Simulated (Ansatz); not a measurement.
**MnO: a changed input and its effect**

System: MnO (Fm-3m, 2 atoms in the cell).
Method of the first run: DFT PBE+U, scalar-relativistic, plane waves, PAW, Ueff = 3.9 eV on Mn d, spin-polarised (Ansatz 0.2.0).

The structure derives from an entry of the Crystallography Open Database. Text and figures count atoms from 1; the logs count them from 0 in places.

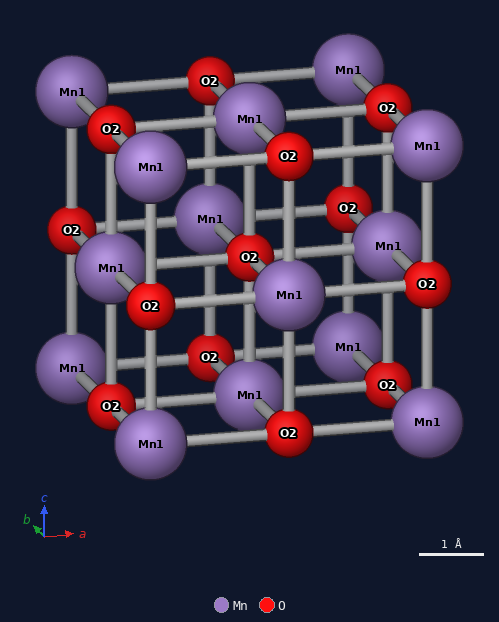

The structure as given in the input (ball-and-stick view of the cell 4 times as large as that of the calculation, set on its symmetry axes, seen slightly off an axis; atoms are numbered from 1 in the order of the input). Near neighbours in the crystal (not all of them lie inside the picture): Mn has 6 O at 2.27 Å; O has 6 Mn at 2.27 Å.

### Input file, the first run
```yaml
crystal:
  lattice:
    - [0.0, 2.2680518477, 2.2680518477]
    - [2.2680518477, 0.0, 2.2680518477]
    - [2.2680518477, 2.2680518477, 0.0]
  atoms:
    - { symbol: Mn, position: [0.0, 0.0, 0.0], spin: 4.7 }
    - { symbol: O, position: [0.5, 0.5, 0.5] }
basis:
  ecutwfc: 420
  ecutrho_ratio: 4
kpoints:
  mp_grid: { grid: [12, 12, 12] }
hamiltonian:
  xc: pbe
  hubbard:
    sites:
      - { species: Mn, l: d, u_eff: 3.9, starting_ns: start.occupation_matrices }
    ns_hold: { iters: 6 }
scf:
  occupations: { method: gaussian, width: 0.05 }
  lower_state_search: "off"
output:
  forces: true
  stress: true
  eigenvalues: true
  populations: true
  hubbard: { sites: [{ species: Mn, l: d }] }
magnetization:
  spin_polarized: true
```

Launched with:
```bash
ansatz run input.yaml --threads 4 --pin off --max-ram 10240MiB --backend cpu --events-out ev --progress --plain --runs-dir out
```

Hardware: 4 threads of AMD EPYC (Zen 3), 176 GiB of memory available, shared host.

### Output, shortened to warnings, some set-up lines, iterations and results (the first run)
```
Basis set: ecut = 420 eV, 459 PW (Γ), exchange–correlation on 48×48×48 points (8 copies of the dense FFT grid, shifted against one another)
Symmetry: 48 space group operations
k-points: 72 of 1728
Initial density: superposition of atomic densities (chi_scale 0.1, normalization cell, long waves kept (reshape's long-wave potential 0.00 eV rms))
[...]
SCF iter   1: F=—  HF=-4466.460121 eV  |F-HF|=—  |Δ(HF+E_count)|=         —  Δρ=9.57e-2 (↑9.57e-2 ↓8.93e-2)  dr2=5.92e0  dr2_m=1.78e-1  M=4.993 μB ∫|m|=4.993 μB  β_m=1.00  …
SCF iter   2: F=—  HF=-4465.495840 eV  |F-HF|=—  |Δ(HF+E_count)|=   9.64e-1  Δρ=3.24e-2 (↑2.53e-2 ↓3.24e-2)  dr2=5.65e-1  dr2_m=5.04e-2  M=5.000 μB ∫|m|=5.000 μB  β_m=1.00  …
SCF iter   3: F=—  HF=-4465.458747 eV  |F-HF|=—  |Δ(HF+E_count)|=   3.71e-2  Δρ=1.15e-2 (↑1.15e-2 ↓1.03e-2)  dr2=7.42e-2  dr2_m=8.75e-4  M=5.000 μB ∫|m|=5.000 μB  β_m=1.00  …
SCF iter   4: F=—  HF=-4465.518054 eV  |F-HF|=—  |Δ(HF+E_count)|=   5.93e-2  Δρ=6.94e-3 (↑6.94e-3 ↓5.76e-3)  dr2=1.43e-2  dr2_m=3.96e-4  M=5.000 μB ∫|m|=5.000 μB  β_m=0.30  …
SCF iter   5: F=—  HF=-4465.542293 eV  |F-HF|=—  |Δ(HF+E_count)|=   2.42e-2  Δρ=4.40e-3 (↑4.40e-3 ↓3.51e-3)  dr2=6.04e-3  dr2_m=2.55e-4  M=5.000 μB ∫|m|=5.000 μB  β_m=0.62  …
SCF iter   6: F=—  HF=-4465.571682 eV  |F-HF|=—  |Δ(HF+E_count)|=   2.94e-2  Δρ=4.83e-3 (↑4.62e-3 ↓4.83e-3)  dr2=1.73e-2  dr2_m=1.14e-5  M=5.000 μB ∫|m|=5.000 μB  β_m=0.46  …
SCF iter   7: F=—  HF=-4465.567506 eV  |F-HF|=—  |Δ(HF+E_count)|=   4.18e-3  Δρ=4.33e-4 (↑4.33e-4 ↓2.71e-4)  dr2=4.31e-5  dr2_m=1.67e-5  M=5.000 μB ∫|m|=5.000 μB  β_m=0.46  …
SCF iter   8: F=—  HF=-4465.567628 eV  |F-HF|=—  |Δ(HF+E_count)|=         —  Δρ=2.20e-4 (↑2.20e-4 ↓1.83e-4)  dr2=1.07e-5  dr2_m=6.02e-6  M=5.000 μB ∫|m|=5.000 μB  β_m=0.46  …
SCF iter   9: F=—  HF=-4465.567673 eV  |F-HF|=—  |Δ(HF+E_count)|=   4.53e-5  Δρ=1.53e-4 (↑1.53e-4 ↓8.09e-5)  dr2=2.04e-6  dr2_m=2.32e-6  M=5.000 μB ∫|m|=5.000 μB  β_m=0.69  …
SCF iter  10: F=—  HF=-4465.567701 eV  |F-HF|=—  |Δ(HF+E_count)|=   2.75e-5  Δρ=2.24e-4 (↑1.40e-4 ↓2.24e-4)  dr2=2.64e-5  dr2_m=5.96e-7  M=5.000 μB ∫|m|=5.000 μB  β_m=0.51  …
SCF iter  11: F=—  HF=-4465.567695 eV  |F-HF|=—  |Δ(HF+E_count)|=   6.10e-6  Δρ=3.88e-5 (↑3.88e-5 ↓3.22e-5)  dr2=1.02e-8  dr2_m=2.67e-7  M=5.000 μB ∫|m|=5.000 μB  β_m=0.76  …
SCF iter  12: F=-4465.567695 eV  HF=-4465.567695 eV  |F-HF|=1.91e-8  |Δ(HF+E_count)|=   1.40e-7  Δρ=1.06e-5 (↑1.06e-5 ↓2.44e-6)  dr2=1.93e-8  dr2_m=4.80e-9  M=5.000 μB …
SCF 1 converged in 12 iterations: F = -4465.567695 eV  dr2 = 1.93e-8
SCF converged after 12 iterations
Magnetization: 5.0000 μB (13.0000 up, 8.0000 down)
Absolute magnetization: 5.0000 μB (∫|ρ↑−ρ↓|, with the PAW one-centre terms)
Spin contamination: 0.0057 ħ² per cell (⟨S²⟩ above its minimum at these occupations)
Per-site moments (μB) at R_I (Å): [(4.324534864515306, 0.93557138717625), (0.16018914389207722, 0.93557138717625)]
Free energy (F): -4465.567695 eV
Harris-Foulkes:  -4465.567695 eV  (|F-HF|=1.91e-8)
Internal energy: -4465.567652 eV  (E = F + TS)
E sigma→0 (E₀):  -4465.567673 eV
Entropy (-TS):   -0.000043 eV (-0.021 meV/atom)
Fermi energy:    11.647062 eV
--- Per-component energies (eV) ---
  E_band       = -276.733908
  E_kinetic    = 471.792361
  E_local      = -2299.310018  (includes V_loc(G=0)·N_el)
  E_nonlocal   = 303.297843
  E_hartree    = 919.037831
  E_xc         = -184.016740
  E_vxc        = -235.006017  (∫ρ·V_xc dr)
  E_hubbard    = 0.480585  (on-site DFT+U / exact-exchange correction)
  E_vhub       = -9.249249  (the Hubbard potential's part of the band-sum identity)
  E_paw        = -1466.161775  (= ΣΔE_a)
  E_vpaw       = -346.345225  (= ΣTr[D̂ρ^β])
  E_aug_tail   = 0.002406  (compensation charges beyond the density's cutoff)
  E_ewald      = -2210.690146
  E_smearing   = -0.000043  (= −TS)
  E_closure    = 0.000000  (closes the sum)
  Σ components = -4465.567695   (vs F -4465.567695, Δ=0.00e0)
--- Specified on-site occupations, and those of the state reported ---
  electrons in the specified blocks: 5.2541 specified, 5.2361 found
  site 0 (l=d) ↓: largest change of an orbital's occupation 0.0060; electrons 0.2688 specified, 0.2494 found; spectral distance 0.0095
  site 0 (l=d) ↑: largest change of an orbital's occupation 0.0003; electrons 4.9854 specified, 4.9867 found; spectral distance 0.0006
--- Forces (eV/Å), atoms counted from 1 ---
  atom   1  Mn    -0.00000000    -0.00000000     0.00000000
  atom   2  O      0.00000000    -0.00000000    -0.00000000
  max |Σ_I F_I| component: 1.26e-29 eV/Å
--- Stress (GPa, compression-positive) ---
       -0.295367      -0.000000       0.000000
       -0.000000      -0.295367       0.000000
        0.000000      -0.000000      -0.295367
  P = ⅓ Tr σ = -0.2954 GPa (-2.954 kbar)
Occupation matrices written to [file]
--- Löwdin populations: 2 sites ---
  site symbol       q [e]    m [muB]
     0     Mn     13.7425     4.7768
     1      O      7.1266     0.2009
  spilling = 0.006233 (of n_electrons = 21.000000)
--- Occupation matrices: 1 shell (run DFT+U table (all-electron-ortho-atomic); ε = 3.18e-4) ---
  Mn0 d_3D: site group Oh (m-3m)
  Mn0 d_3D up     Tr n = 4.9867  λ = 0.995 0.995 0.999 0.999 0.999  [2× z2 0.50 (Eg 1.00) Eg(1.00) | 3× xz 0.33 (T2g 1.00) T2g(1.00)]
[...]
```

The input of the second run differs as follows (lines with − go, lines with + come):
```diff
-    - [0.0, 2.2680518477, 2.2680518477]
-    - [2.2680518477, 0.0, 2.2680518477]
-    - [2.2680518477, 2.2680518477, 0.0]
+    - [0.0, 2.2664522272, 2.2664522272]
+    - [2.2664522272, 0.0, 2.2664522272]
+    - [2.2664522272, 2.2664522272, 0.0]
-    - { symbol: Mn, position: [0.0, 0.0, 0.0], spin: 4.7 }
+    - { symbol: Mn, position: [0.0, 0.0, 0.0], spin: 4.76 }
```

Predict how the results change.

With the same functional and potentials, the second run lies 0.02 meV per atom lower. The pressure goes from −0.30 to 0.00 GPa. The volume per atom goes from 11.67 to 11.64 Å³. The number of SCF iterations is the same.

### Output, shortened to warnings, some set-up lines, iterations and results (the second run)
```
Basis set: ecut = 420 eV, 459 PW (Γ), exchange–correlation on 48×48×48 points (8 copies of the dense FFT grid, shifted against one another)
Symmetry: 48 space group operations
k-points: 72 of 1728
Initial density: superposition of atomic densities (chi_scale 0.1, normalization cell, long waves kept (reshape's long-wave potential 0.00 eV rms))
[...]
SCF iter   1: F=—  HF=-4466.448398 eV  |F-HF|=—  |Δ(HF+E_count)|=         —  Δρ=9.17e-2 (↑9.17e-2 ↓9.10e-2)  dr2=5.82e0  dr2_m=1.50e-1  M=4.996 μB ∫|m|=4.996 μB  β_m=1.00  …
SCF iter   2: F=—  HF=-4465.706998 eV  |F-HF|=—  |Δ(HF+E_count)|=   7.41e-1  Δρ=5.28e-2 (↑5.28e-2 ↓2.06e-2)  dr2=1.03e0  dr2_m=7.79e-2  M=5.000 μB ∫|m|=5.000 μB  β_m=1.00  …
SCF iter   3: F=—  HF=-4465.492668 eV  |F-HF|=—  |Δ(HF+E_count)|=   2.14e-1  Δρ=1.56e-2 (↑1.56e-2 ↓1.01e-2)  dr2=1.22e-1  dr2_m=6.03e-3  M=5.000 μB ∫|m|=5.000 μB  β_m=1.00  …
SCF iter   4: F=—  HF=-4465.522009 eV  |F-HF|=—  |Δ(HF+E_count)|=   2.93e-2  Δρ=8.87e-3 (↑8.87e-3 ↓4.56e-3)  dr2=1.25e-2  dr2_m=2.37e-3  M=5.000 μB ∫|m|=5.000 μB  β_m=1.00  …
SCF iter   5: F=—  HF=-4465.552641 eV  |F-HF|=—  |Δ(HF+E_count)|=   3.06e-2  Δρ=1.70e-3 (↑7.16e-4 ↓1.70e-3)  dr2=5.86e-4  dr2_m=2.26e-4  M=5.000 μB ∫|m|=5.000 μB  β_m=0.30  …
SCF iter   6: F=—  HF=-4465.560191 eV  |F-HF|=—  |Δ(HF+E_count)|=   7.55e-3  Δρ=9.40e-4 (↑9.40e-4 ↓8.31e-4)  dr2=1.68e-4  dr2_m=1.03e-4  M=5.000 μB ∫|m|=5.000 μB  β_m=0.64  …
SCF iter   7: F=—  HF=-4465.568317 eV  |F-HF|=—  |Δ(HF+E_count)|=   8.13e-3  Δρ=1.88e-3 (↑1.63e-3 ↓1.88e-3)  dr2=2.40e-3  dr2_m=1.11e-5  M=5.000 μB ∫|m|=5.000 μB  β_m=0.64  …
SCF iter   8: F=—  HF=-4465.567742 eV  |F-HF|=—  |Δ(HF+E_count)|=         —  Δρ=1.72e-4 (↑1.72e-4 ↓1.51e-4)  dr2=1.82e-5  dr2_m=6.41e-7  M=5.000 μB ∫|m|=5.000 μB  β_m=0.64  …
SCF iter   9: F=—  HF=-4465.567738 eV  |F-HF|=—  |Δ(HF+E_count)|=   3.27e-6  Δρ=2.48e-4 (↑2.48e-4 ↓1.96e-4)  dr2=3.10e-5  dr2_m=1.91e-6  M=5.000 μB ∫|m|=5.000 μB  β_m=0.48  …
SCF iter  10: F=—  HF=-4465.567730 eV  |F-HF|=—  |Δ(HF+E_count)|=   8.40e-6  Δρ=5.82e-5 (↑5.82e-5 ↓3.25e-5)  dr2=1.82e-7  dr2_m=4.19e-7  M=5.000 μB ∫|m|=5.000 μB  β_m=0.59  …
SCF iter  11: F=-4465.567730 eV  HF=-4465.567730 eV  |F-HF|=3.12e-8  |Δ(HF+E_count)|=   2.32e-7  Δρ=2.77e-5 (↑1.56e-5 ↓2.77e-5)  dr2=9.52e-8  dr2_m=7.99e-8  M=5.000 μB …
SCF iter  12: F=-4465.567730 eV  HF=-4465.567730 eV  |F-HF|=1.43e-9  |Δ(HF+E_count)|=   3.75e-8  Δρ=3.32e-6 (↑3.18e-6 ↓3.32e-6)  dr2=1.26e-10  dr2_m=2.18e-9  M=5.000 μB …
SCF 1 converged in 12 iterations: F = -4465.567730 eV  dr2 = 1.26e-10
SCF converged after 12 iterations
Magnetization: 5.0000 μB (13.0000 up, 8.0000 down)
Absolute magnetization: 5.0000 μB (∫|ρ↑−ρ↓|, with the PAW one-centre terms)
Spin contamination: 0.0056 ħ² per cell (⟨S²⟩ above its minimum at these occupations)
Per-site moments (μB) at R_I (Å): [(4.322891088203738, 0.93491154372), (0.16093808206393545, 0.93491154372)]
Free energy (F): -4465.567730 eV
Harris-Foulkes:  -4465.567730 eV  (|F-HF|=1.43e-9)
Internal energy: -4465.567688 eV  (E = F + TS)
E sigma→0 (E₀):  -4465.567709 eV
Entropy (-TS):   -0.000043 eV (-0.021 meV/atom)
Fermi energy:    11.687864 eV
--- Per-component energies (eV) ---
  E_band       = -276.039628
  E_kinetic    = 471.862980
  E_local      = -2296.955908  (includes V_loc(G=0)·N_el)
  E_nonlocal   = 303.312674
  E_hartree    = 918.187401
  E_xc         = -184.039283
  E_vxc        = -235.037147  (∫ρ·V_xc dr)
  E_hubbard    = 0.481798  (on-site DFT+U / exact-exchange correction)
  E_vhub       = -9.248020  (the Hubbard potential's part of the band-sum identity)
  E_paw        = -1466.169343  (= ΣΔE_a)
  E_vpaw       = -346.351364  (= ΣTr[D̂ρ^β])
  E_aug_tail   = 0.002403  (compensation charges beyond the density's cutoff)
  E_ewald      = -2212.250410
  E_smearing   = -0.000043  (= −TS)
  E_closure    = 0.000000  (closes the sum)
  Σ components = -4465.567730   (vs F -4465.567730, Δ=0.00e0)
--- Specified on-site occupations, and those of the state reported ---
  electrons in the specified blocks: 5.2361 specified, 5.2367 found
  site 0 (l=d) ↓: largest change of an orbital's occupation 0.0002; electrons 0.2494 specified, 0.2500 found; spectral distance 0.0003
  site 0 (l=d) ↑: largest change of an orbital's occupation 0.0000; electrons 4.9867 specified, 4.9867 found; spectral distance 0.0000
--- Forces (eV/Å), atoms counted from 1 ---
  atom   1  Mn    -0.00000000     0.00000000    -0.00000000
  atom   2  O      0.00000000    -0.00000000    -0.00000000
  max |Σ_I F_I| component: 2.43e-29 eV/Å
--- Stress (GPa, compression-positive) ---
        0.002335      -0.000000       0.000000
        0.000000       0.002335       0.000000
        0.000000      -0.000000       0.002335
  P = ⅓ Tr σ = 0.0023 GPa (0.023 kbar)
Occupation matrices written to [file]
--- Löwdin populations: 2 sites ---
  site symbol       q [e]    m [muB]
     0     Mn     13.7429     4.7759
     1      O      7.1264     0.2019
  spilling = 0.006224 (of n_electrons = 21.000000)
--- Occupation matrices: 1 shell (run DFT+U table (all-electron-ortho-atomic); ε = 1.34e-3) ---
  Mn0 d_3D: site group Oh (m-3m)
  Mn0 d_3D up     Tr n = 4.9867  λ = 0.995 0.995 0.999 0.999 0.999  [2× z2 0.50 (Eg 1.00) Eg(1.00) | 3× xz 0.33 (T2g 1.00) T2g(1.00)]
[...]
```

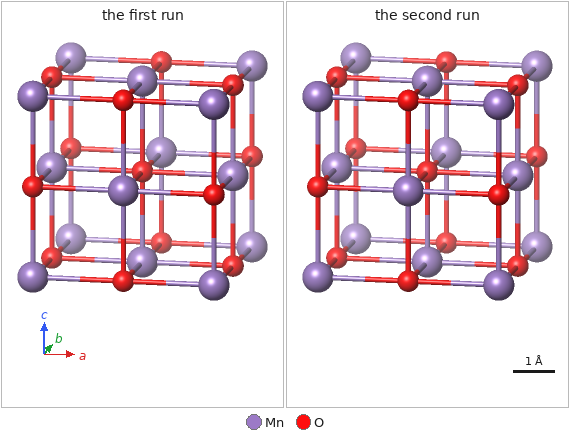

The two input geometries at one scale (ball-and-stick view of the cell 4 times as large as that of the calculation, set on its symmetry axes, seen slightly off an axis). No atom moves by more than 0.005 Å relative to the cell. Cell: a = b = c 4.536 → 4.533 Å (−0.1 %). Volume −0.2 %.

### The two runs side by side

| quantity | the first run | the second run |
| --- | --- | --- |
| outcome | converged | converged |
| free energy per atom (eV) | −2232.7838 | −2232.7839 |
| net moment of the cell (μB) | 5.00 | 5.00 |
| absolute moment of the cell (μB) | 5.00 | 5.00 |
| pressure (GPa) | −0.30 | 0.00 |
| volume per atom (Å³) | 11.67 | 11.64 |
| largest force (eV/Å) | 0.000 | 0.000 |
| SCF iterations | 12 | 12 |
| irreducible k-points | 72 | 72 |
| plane waves at Γ | 459 | 459 |
| wall time (shared host) | 3.2 s | 3.2 s |

For both runs: Warnings: the state was not tested for a lower one.
